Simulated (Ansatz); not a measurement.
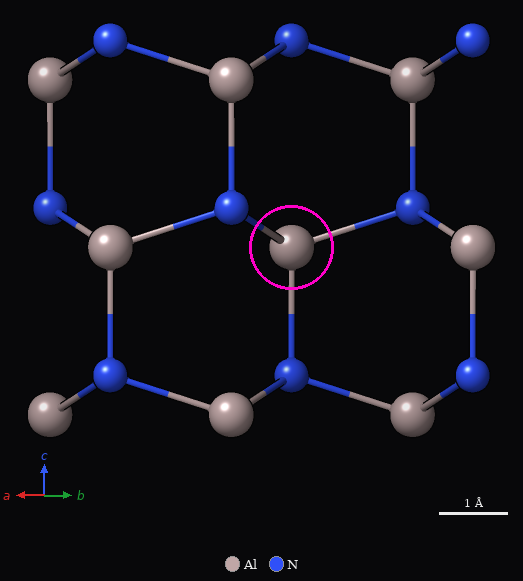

Perfect AlN. The picture is a ball-and-stick view of the atoms within 4.6 Å of one point, in a slice 3.4 Å thick across the line of sight, seen along [110].

The calculation used DFT, PBEsol, PAW, plane waves in Ansatz. Set-up: plane-wave cutoff 420 eV; k-point mesh 1 × 1 × 1; mesh shifted by (0.25, 0.25, 0.25); collinear spin. Fermi-Dirac smearing of 0.01 eV. The axes drawn are those of the host's conventional cell.

An aluminium atom is taken out (a vacancy) at the ringed place, in charge state 0. The supercell has 96 sites, and the atoms are relaxed at the host's cell.

How do the neighbours respond?

Around the empty Al site the host had 4 N at 1.89 to 1.91 Å; after relaxation the nearest atoms are 4 N at 2.08 to 2.10 Å. Of the host's atoms, a nitrogen atom moves furthest from its site, by 0.20 Å. The cell's net moment is 3.00 μB.

The relaxed defect, seen from the same direction:

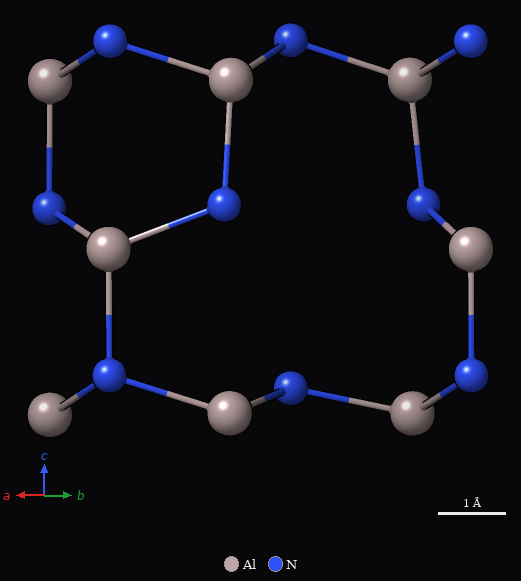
